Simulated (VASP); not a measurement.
**Run report: HfO₂, geometry relaxation (part 1 of 5)**

HfO₂ (P2₁/c, 12 atoms in the cell), computed with Kohn-Sham DFT of a periodic cell, BLYP with D3, VASP PAW PBE potentials, recommended, no spin polarisation (VASP 6.6.1).

The structure derives from an entry of the Crystallography Open Database.

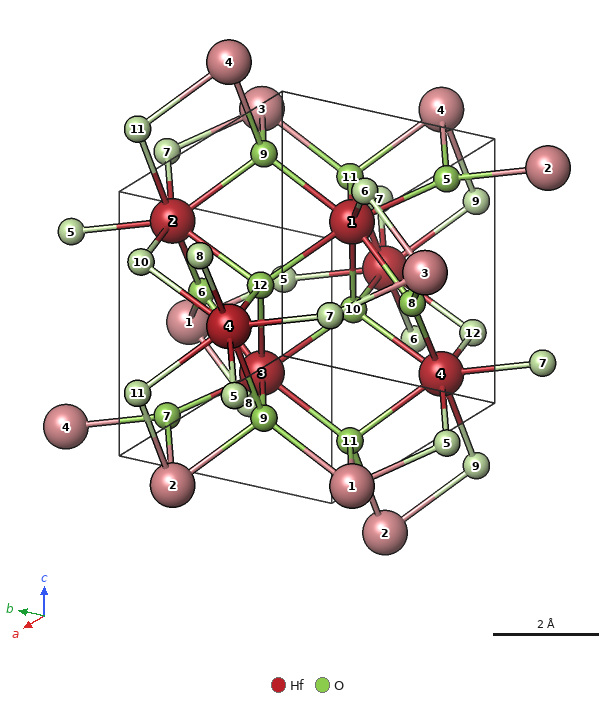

Figure 1. The input geometry (ball-and-stick view of the cell of the calculation, seen at an oblique angle; neighbours outside the cell are drawn fainter; atoms are numbered from 1 in the order of the input). Near neighbours in the crystal (not all of them lie inside the picture): Hf has 7 O at 2.03 to 2.25 Å; O has 3 Hf at 2.03 to 2.12 Å; O has 4 Hf at 2.14 to 2.25 Å.

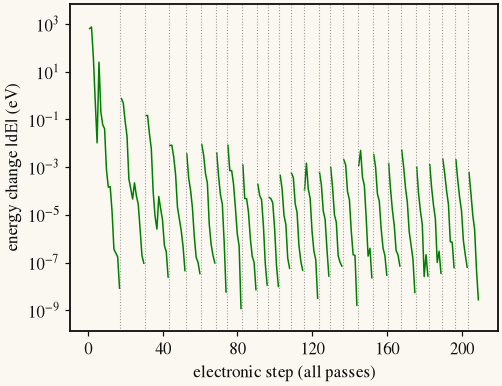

Figure 2. Convergence of the self-consistent field: energy change |dE| against the electronic step. Each stretch between dotted lines is the SCF of one geometry step of a relaxation. The 26 ionic steps take 6 to 17 electronic steps each. The density is held fixed in the first few steps, and dE rises again when its update begins.

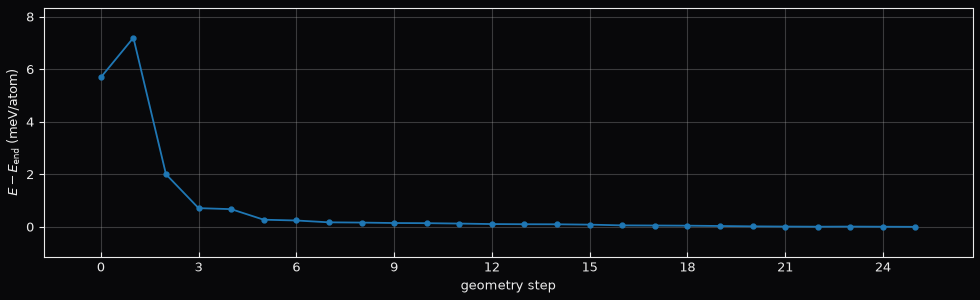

Figure 3. Progress of the relaxation, step by step (steps are counted from 0).

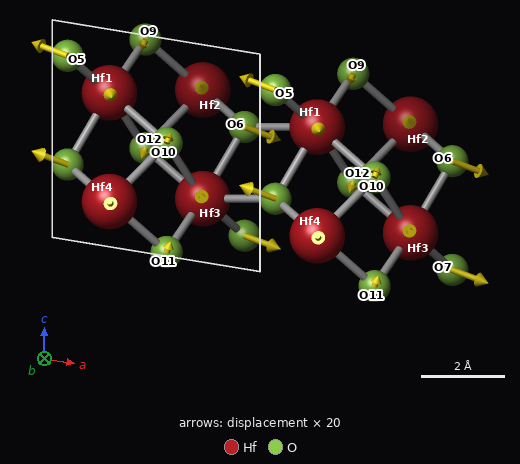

Figure 4. The starting structure with the displacements (without the part carried along by the change of the cell) as yellow arrows, magnified 20 times (ball-and-stick view of the cell of the calculation, repeated 2 × 1 × 1, along the b axis). The energy falls by 5.7 meV per atom in 25 geometry steps. Largest force component: 0.47 eV/Å at the start, 0.0061 eV/Å at the end. The largest moves relative to the cell, 0.054 Å, are those of O5, O6, O7 and O8. Largest moves by element: O 0.054 Å, Hf 0.023 Å. Cell: a 5.118 → 5.152 Å (+0.7 %), b 5.186 → 5.187 Å (0.0 %), c 5.284 → 5.341 Å (+1.1 %), β 99.4° → 100.0°. Volume +1.6 %. Among the contacts that change: Hf1–O12 2.229 → 2.258 Å, Hf1–O9 2.138 → 2.154 Å, Hf1–O8 2.124 → 2.139 Å, Hf1–O5 2.034 → 2.046 Å. The space group stays P2_1/c (No. 14). (Atoms are counted from 1 in the order of the input.)

The input that produced these results follows, with the program's output.

INCAR:
```
  AGGAC = 1.0
  AGGAX = 1.0
  ALDAC = 0.0
  ALDAX = 1.0
  ALGO = Normal
  EDIFF = 1E-7
  EDIFFG = -0.01
  ENCUT = 600
  GGA = B5
  IBRION = 2
  ISIF = 3
  ISMEAR = -1
  IVDW = 11
  LASPH = T
  LCHARG = F
  LREAL = F
  LWAVE = F
  NELM = 60
  NSW = 40
  PREC = Accurate
  SIGMA = 0.05
  VDW_S6 = 1.0
  VDW_S8 = 1.682
  VDW_SR = 1.094
  VDW_SR8 = 1.0
```

KPOINTS:
```
k-points
0
Gamma
  5 5 5
```

POSCAR:
```
HfO2
1.0
    5.1180000000      0.0000000000      0.0000000000
    0.0000000000      5.1857000000      0.0000000000
   -0.8586630598      0.0000000000      5.2138671406
Hf O
4 8
Direct
    0.2755000000      0.4603000000      0.7080000000
    0.7245000000      0.9603000000      0.7920000000
    0.7245000000      0.5397000000      0.2920000000
    0.2755000000      0.0397000000      0.2080000000
    0.0742000000      0.1684000000      0.8467000000
    0.9258000000      0.6684000000      0.6533000000
    0.9258000000      0.8316000000      0.1533000000
    0.0742000000      0.3316000000      0.3467000000
    0.4487000000      0.7419000000      0.9801000000
    0.5513000000      0.2419000000      0.5199000000
    0.5513000000      0.2581000000      0.0199000000
    0.4487000000      0.7581000000      0.4801000000
```

Launch command:
```bash
cat potpaw_PBE.64/Hf_pv/POTCAR potpaw_PBE.64/O/POTCAR > POTCAR
mpirun -np 1 vasp_std > vasp.out
```

OSZICAR:
```
N       E                     dE             d eps       ncg     rms          rms(c)
DAV:   1     0.647705207095E+03    0.64771E+03   -0.55383E+04  4056   0.189E+03
DAV:   2    -0.102372891345E+03   -0.75008E+03   -0.73314E+03  5172   0.457E+02
DAV:   3    -0.141665612752E+03   -0.39293E+02   -0.39191E+02  4628   0.958E+01
DAV:   4    -0.142246493297E+03   -0.58088E+00   -0.57981E+00  4992   0.127E+01
DAV:   5    -0.142256945522E+03   -0.10452E-01   -0.10443E-01  4844   0.159E+00    0.103E+02
DAV:   6    -0.117079576340E+03    0.25177E+02   -0.14439E+02  4476   0.497E+01    0.913E+01
DAV:   7    -0.116868210833E+03    0.21137E+00   -0.65956E+00  5000   0.130E+01    0.592E+01
DAV:   8    -0.116808426434E+03    0.59784E-01   -0.74813E-01  4488   0.526E+00    0.132E+01
DAV:   9    -0.116767545762E+03    0.40881E-01   -0.22308E-01  4944   0.250E+00    0.289E+00
DAV:  10    -0.116766752978E+03    0.79278E-03   -0.19445E-02  4692   0.688E-01    0.450E-01
DAV:  11    -0.116766607952E+03    0.14503E-03   -0.16228E-03  4960   0.247E-01    0.288E-01
DAV:  12    -0.116766760196E+03   -0.15224E-03   -0.71623E-04  4836   0.127E-01    0.978E-02
DAV:  13    -0.116766746204E+03    0.13992E-04   -0.28133E-04  4792   0.666E-02    0.803E-02
DAV:  14    -0.116766746567E+03   -0.36282E-06   -0.27292E-05  4856   0.260E-02    0.490E-02
DAV:  15    -0.116766746816E+03   -0.24978E-06   -0.32982E-06  4864   0.840E-03    0.107E-02
DAV:  16    -0.116766746643E+03    0.17345E-06   -0.66129E-07  4232   0.440E-03    0.292E-03
DAV:  17    -0.116766746635E+03    0.84001E-08   -0.11993E-07  2504   0.172E-03
   1 F= -.12093719E+03 E0= -.12093719E+03  d E =-.120937E+03
       N       E                     dE             d eps       ncg     rms          rms(c)
DAV:   1    -0.117513842819E+03   -0.74710E+00   -0.35454E+01  4056   0.320E+01    0.159E+01
DAV:   2    -0.117029077847E+03    0.48476E+00   -0.27800E+00  4408   0.761E+00    0.386E+00
DAV:   3    -0.116945511084E+03    0.83567E-01   -0.94948E-02  4820   0.176E+00    0.205E+00
DAV:   4    -0.116925263623E+03    0.20247E-01   -0.70479E-02  4460   0.131E+00    0.162E+00
DAV:   5    -0.116925585299E+03   -0.32168E-03   -0.48356E-03  4964   0.332E-01    0.171E+00
DAV:   6    -0.116925460974E+03    0.12433E-03   -0.15644E-03  4808   0.171E-01    0.105E+00
DAV:   7    -0.116925506919E+03   -0.45945E-04   -0.22727E-03  4792   0.190E-01    0.113E+00
DAV:   8    -0.116925286863E+03    0.22006E-03   -0.52680E-04  4484   0.102E-01    0.675E-01
DAV:   9    -0.116925223185E+03    0.63678E-04   -0.12527E-04  5048   0.406E-02    0.403E-01
DAV:  10    -0.116925195076E+03    0.28109E-04   -0.74163E-05  4556   0.354E-02    0.131E-01
DAV:  11    -0.116925192499E+03    0.25768E-05   -0.38832E-05  5060   0.242E-02    0.370E-02
DAV:  12    -0.116925192303E+03    0.19601E-06   -0.13113E-06  4720   0.568E-03    0.247E-02
DAV:  13    -0.116925192210E+03    0.93818E-07   -0.31702E-07  3484   0.249E-03
   2 F= -.12091908E+03 E0= -.12091908E+03  d E =0.181133E-01
       N       E                     dE             d eps       ncg     rms          rms(c)
DAV:   1    -0.117070512929E+03   -0.14532E+00   -0.10658E+01  4056   0.177E+01    0.838E+00
DAV:   2    -0.116923216749E+03    0.14730E+00   -0.86298E-01  4420   0.424E+00    0.207E+00
DAV:   3    -0.116898046106E+03    0.25171E-01   -0.31043E-02  4688   0.103E+00    0.114E+00
DAV:   4    -0.116892123121E+03    0.59230E-02   -0.21101E-02  4500   0.725E-01    0.931E-01
DAV:   5    -0.116892216136E+03   -0.93015E-04   -0.15164E-03  4964   0.189E-01    0.963E-01
DAV:   6    -0.116892207260E+03    0.88759E-05   -0.84143E-04  4704   0.126E-01    0.450E-01
DAV:   7    -0.116892209785E+03   -0.25251E-05   -0.58103E-04  4916   0.119E-01    0.558E-01
DAV:   8    -0.116892151291E+03    0.58495E-04   -0.15951E-04  4532   0.560E-02    0.333E-01
DAV:   9    -0.116892133152E+03    0.18139E-04   -0.39136E-05  4828   0.234E-02    0.187E-01
DAV:  10    -0.116892127093E+03    0.60586E-05   -0.18760E-05  4656   0.183E-02    0.446E-02
DAV:  11    -0.116892126574E+03    0.51936E-06   -0.11248E-05  4884   0.130E-02    0.397E-02
DAV:  12    -0.116892126292E+03    0.28205E-06   -0.18737E-06  4620   0.602E-03    0.879E-03
DAV:  13    -0.116892126317E+03   -0.24651E-07   -0.63480E-08  2448   0.124E-03
   3 F= -.12098144E+03 E0= -.12098144E+03  d E =-.442517E-01
       N       E                     dE             d eps       ncg     rms          rms(c)
DAV:   1    -0.116883998703E+03    0.81276E-02   -0.62557E+00  4056   0.132E+01    0.210E+00
DAV:   2    -0.116892303528E+03   -0.83048E-02   -0.17099E-01  4896   0.208E+00    0.102E+00
DAV:   3    -0.116889697799E+03    0.26057E-02   -0.69043E-03  5320   0.507E-01    0.500E-01
DAV:   4    -0.116889210386E+03    0.48741E-03   -0.19855E-03  4932   0.247E-01    0.150E-01
DAV:   5    -0.116889231234E+03   -0.20848E-04   -0.44501E-04  5288   0.105E-01    0.927E-02
DAV:   6    -0.116889224452E+03    0.67821E-05   -0.37854E-05  5372   0.363E-02    0.594E-02
DAV:   7    -0.116889222249E+03    0.22031E-05   -0.18254E-05  4592   0.238E-02    0.116E-02
DAV:   8    -0.116889222711E+03   -0.46154E-06   -0.45043E-06  4816   0.975E-03    0.414E-03
DAV:   9    -0.116889222665E+03    0.45843E-07   -0.18362E-07  3168   0.271E-03
   4 F= -.12099692E+03 E0= -.12099692E+03  d E =-.154805E-01
       N       E                     dE             d eps       ncg     rms          rms(c)
DAV:   1    -0.116885679789E+03    0.35429E-02   -0.26500E-01  4056   0.272E+00    0.444E-01
DAV:   2    -0.116886026254E+03   -0.34647E-03   -0.71245E-03  4912   0.425E-01    0.214E-01
DAV:   3    -0.116885916698E+03    0.10956E-03   -0.27736E-04  5376   0.102E-01    0.102E-01
DAV:   4    -0.116885896745E+03    0.19953E-04   -0.80578E-05  4932   0.503E-02    0.301E-02
DAV:   5    -0.116885897997E+03   -0.12517E-05   -0.17181E-05  5280   0.204E-02    0.188E-02
DAV:   6    -0.116885897833E+03    0.16430E-06   -0.14291E-06  4980   0.711E-03    0.121E-02
DAV:   7    -0.116885897935E+03   -0.10234E-06   -0.72074E-07  4184   0.483E-03    0.222E-03
DAV:   8    -0.116885897969E+03   -0.34409E-07   -0.16611E-07  2576   0.202E-03
   5 F= -.12099738E+03 E0= -.12099738E+03  d E =-.159343E-01
       N       E                     dE             d eps       ncg     rms          rms(c)
DAV:   1    -0.116877062071E+03    0.88359E-02   -0.16909E+00  4056   0.676E+00    0.111E+00
DAV:   2    -0.116880292334E+03   -0.32303E-02   -0.61532E-02  4808   0.118E+00    0.383E-01
DAV:   3    -0.116879753677E+03    0.53866E-03   -0.12507E-03  5120   0.202E-01    0.256E-01
DAV:   4    -0.116879535702E+03    0.21797E-03   -0.42684E-04  4784   0.115E-01    0.702E-02
DAV:   5    -0.116879539830E+03   -0.41284E-05   -0.94535E-05  5444   0.525E-02    0.428E-02
DAV:   6    -0.116879539242E+03    0.58835E-06   -0.79383E-06  5328   0.159E-02    0.247E-02
DAV:   7    -0.116879539444E+03   -0.20215E-06   -0.26535E-06  4828   0.843E-03    0.754E-03
DAV:   8    -0.116879539540E+03   -0.95952E-07   -0.23713E-07  3296   0.287E-03
   6 F= -.12100221E+03 E0= -.12100221E+03  d E =-.483288E-02
       N       E                     dE             d eps       ncg     rms          rms(c)
DAV:   1    -0.116875561172E+03    0.39783E-02   -0.21612E-01  4056   0.242E+00    0.399E-01
DAV:   2    -0.116875972668E+03   -0.41150E-03   -0.78520E-03  4840   0.423E-01    0.138E-01
DAV:   3    -0.116875903011E+03    0.69657E-04   -0.15856E-04  5120   0.719E-02    0.917E-02
DAV:   4    -0.116875874739E+03    0.28272E-04   -0.55067E-05  4792   0.415E-02    0.253E-02
DAV:   5    -0.116875875434E+03   -0.69486E-06   -0.12058E-05  5436   0.187E-02    0.157E-02
DAV:   6    -0.116875875439E+03   -0.58080E-08   -0.99043E-07  5080   0.565E-03
   7 F= -.12100256E+03 E0= -.12100256E+03  d E =-.518651E-02
       N       E                     dE             d eps       ncg     rms          rms(c)
DAV:   1    -0.116884023382E+03   -0.81479E-02   -0.60020E-01  4056   0.411E+00    0.902E-01
DAV:   2    -0.116883311153E+03    0.71223E-03   -0.25807E-02  4824   0.779E-01    0.300E-01
DAV:   3    -0.116882593391E+03    0.71776E-03   -0.10514E-03  5216   0.199E-01    0.189E-01
DAV:   4    -0.116882398806E+03    0.19459E-03   -0.31230E-04  4928   0.991E-02    0.939E-02
DAV:   5    -0.116882378959E+03    0.19847E-04   -0.92601E-05  5480   0.530E-02    0.542E-02
DAV:   6    -0.116882377358E+03    0.16012E-05   -0.14496E-05  5352   0.220E-02    0.262E-02
DAV:   7    -0.116882376871E+03    0.48748E-06   -0.22767E-06  5480   0.919E-03    0.379E-03
DAV:   8    -0.116882376869E+03    0.11860E-08   -0.21514E-07  3432   0.252E-03
   8 F= -.12100340E+03 E0= -.12100340E+03  d E =-.841209E-03
       N       E                     dE             d eps       ncg     rms          rms(c)
DAV:   1    -0.116881159936E+03    0.12169E-02   -0.39105E-02  4064   0.105E+00    0.229E-01
DAV:   2    -0.116881111647E+03    0.48289E-04   -0.16843E-03  4800   0.199E-01    0.765E-02
DAV:   3    -0.116881064006E+03    0.47640E-04   -0.69910E-05  5244   0.513E-02    0.482E-02
DAV:   4    -0.116881051364E+03    0.12643E-04   -0.19841E-05  4936   0.251E-02    0.240E-02
DAV:   5    -0.116881050343E+03    0.10210E-05   -0.60875E-06  5472   0.135E-02    0.137E-02
DAV:   6    -0.116881050524E+03   -0.18108E-06   -0.99371E-07  5232   0.578E-03    0.645E-03
DAV:   7    -0.116881050626E+03   -0.10231E-06   -0.11447E-07  2544   0.241E-03    0.135E-03
DAV:   8    -0.116881050633E+03   -0.72960E-08   -0.83906E-08  2476   0.129E-03
   9 F= -.12100352E+03 E0= -.12100352E+03  d E =-.954722E-03
       N       E                     dE             d eps       ncg     rms          rms(c)
DAV:   1    -0.116881240890E+03   -0.19026E-03   -0.78008E-02  4064   0.138E+00    0.156E-01
DAV:   2    -0.116881305438E+03   -0.64549E-04   -0.15600E-03  4500   0.193E-01    0.108E-01
DAV:   3    -0.116881262726E+03    0.42713E-04   -0.69728E-05  5040   0.481E-02    0.391E-02
DAV:   4    -0.116881259322E+03    0.34043E-05   -0.24501E-05  5160   0.259E-02    0.952E-03
DAV:   5    -0.116881259234E+03    0.87589E-07   -0.25217E-06  4700   0.810E-03    0.379E-03
DAV:   6    -0.116881259223E+03    0.11401E-07   -0.13812E-07  2848   0.198E-03
  10 F= -.12100372E+03 E0= -.12100372E+03  d E =-.204075E-03
       N       E                     dE             d eps       ncg     rms          rms(c)
DAV:   1    -0.116881313007E+03   -0.53773E-04   -0.57875E-02  4064   0.119E+00    0.134E-01
DAV:   2    -0.116881360888E+03   -0.47881E-04   -0.11577E-03  4496   0.166E-01    0.931E-02
DAV:   3    -0.116881329265E+03    0.31623E-04   -0.51951E-05  5048   0.414E-02    0.336E-02
DAV:   4    -0.116881326743E+03    0.25215E-05   -0.18216E-05  5152   0.224E-02    0.820E-03
DAV:   5    -0.116881326669E+03    0.74044E-07   -0.18945E-06  4708   0.703E-03    0.327E-03
DAV:   6    -0.116881326660E+03    0.99280E-08   -0.10351E-07  2736   0.174E-03
  11 F= -.12100378E+03 E0= -.12100378E+03  d E =-.267440E-03
       N       E                     dE             d eps       ncg     rms          rms(c)
DAV:   1    -0.116881778465E+03   -0.45180E-03   -0.76790E-02  4056   0.135E+00    0.821E-02
DAV:   2    -0.116881896699E+03   -0.11823E-03   -0.14011E-03  4444   0.181E-01    0.452E-02
DAV:   3    -0.116881887364E+03    0.93352E-05   -0.36297E-05  5232   0.272E-02    0.271E-02
DAV:   4    -0.116881883381E+03    0.39826E-05   -0.11823E-05  4996   0.188E-02    0.770E-03
DAV:   5    -0.116881883534E+03   -0.15253E-06   -0.21374E-06  4592   0.724E-03    0.365E-03
DAV:   6    -0.116881883476E+03    0.57658E-07   -0.10225E-07  2780   0.183E-03
  12 F= -.12100397E+03 E0= -.12100397E+03  d E =-.182881E-03
       N       E                     dE             d eps       ncg     rms          rms(c)
DAV:   1    -0.116882442266E+03   -0.55873E-03   -0.23918E-01  4056   0.239E+00    0.144E-01
DAV:   2    -0.116882810581E+03   -0.36831E-03   -0.43625E-03  4444   0.320E-01    0.795E-02
DAV:   3    -0.116882781373E+03    0.29207E-04   -0.11315E-04  5236   0.480E-02    0.478E-02
DAV:   4    -0.116882768897E+03    0.12477E-04   -0.36817E-05  5004   0.332E-02    0.136E-02
DAV:   5    -0.116882769415E+03   -0.51855E-06   -0.66937E-06  4600   0.129E-02    0.644E-03
DAV:   6    -0.116882769299E+03    0.11594E-06   -0.36975E-07  4408   0.327E-03    0.248E-03
DAV:   7    -0.116882769252E+03    0.47333E-07   -0.12464E-07  2508   0.229E-03
  13 F= -.12100419E+03 E0= -.12100419E+03  d E =-.405746E-03
       N       E                     dE             d eps       ncg     rms          rms(c)
DAV:   1    -0.116882879655E+03   -0.11036E-03   -0.95633E-01  4056   0.477E+00    0.288E-01
DAV:   2    -0.116884351168E+03   -0.14715E-02   -0.17399E-02  4452   0.638E-01    0.159E-01
DAV:   3    -0.116884233259E+03    0.11791E-03   -0.44911E-04  5228   0.959E-02    0.951E-02
DAV:   4    -0.116884183509E+03    0.49750E-04   -0.14765E-04  5028   0.663E-02    0.273E-02
DAV:   5    -0.116884185624E+03   -0.21155E-05   -0.26848E-05  4600   0.259E-02    0.128E-02
DAV:   6    -0.116884185320E+03    0.30450E-06   -0.15357E-06  4656   0.658E-03    0.507E-03
DAV:   7    -0.116884185189E+03    0.13104E-06   -0.60738E-07  4240   0.464E-03    0.143E-03
DAV:   8    -0.116884185186E+03    0.32087E-08   -0.82154E-08  2496   0.167E-03
  14 F= -.12100427E+03 E0= -.12100427E+03  d E =-.484126E-03
       N       E                     dE             d eps       ncg     rms          rms(c)
DAV:   1    -0.116883575427E+03    0.60976E-03   -0.11911E-01  4056   0.168E+00    0.102E-01
DAV:   2    -0.116883758110E+03   -0.18268E-03   -0.21798E-03  4444   0.226E-01    0.561E-02
DAV:   3    -0.116883743370E+03    0.14740E-04   -0.56630E-05  5260   0.339E-02    0.337E-02
DAV:   4    -0.116883736942E+03    0.64283E-05   -0.18220E-05  4996   0.234E-02    0.968E-03
DAV:   5    -0.116883737297E+03   -0.35472E-06   -0.33039E-06  4592   0.902E-03    0.459E-03
DAV:   6    -0.116883737324E+03   -0.27257E-07   -0.17476E-07  3180   0.235E-03
  15 F= -.12100429E+03 E0= -.12100429E+03  d E =-.510067E-03
```
